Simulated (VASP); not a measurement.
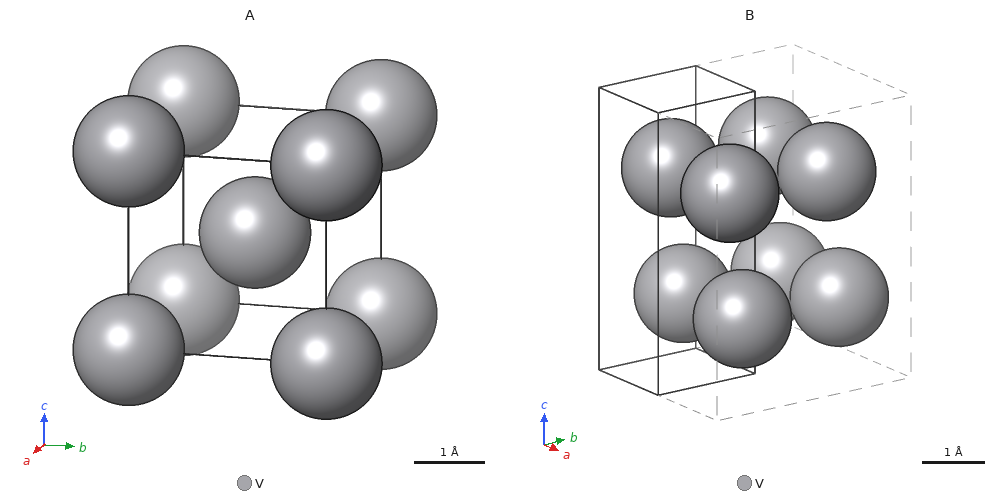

Two structures of V, each relaxed (cell and atoms) at zero pressure; conventional cells in solid outline, small ones repeated, each panel with its own scale. Alike in all runs: VASP 6.6.1; functional PBEsol; VASP's PAW PBE potentials, release 64 (V); cutoff 580 eV; occupations gaussian, width 0.1 eV; no spin polarisation; no spin-orbit coupling. The k meshes have like spacings.

**Name the structure in each panel.**

A: body-centred cubic (W type), Im-3m; B: hexagonal close-packed (Mg type), P6₃/mmc.

**Rank them by energy, lowest first.**

A, then B (+274 meV/atom), static energies at zero smearing.

**Collect the results in a table.**

| panel | space group | E − E(lowest) (meV/atom) | volume (Å³/atom) |
| --- | --- | --- | --- |
| A | Im-3m | 0 | 12.8 |
| B | P6₃/mmc | 274 | 13.1 |

The starts are database entries or structure types tried for this composition, and the most stable form need not be among them.
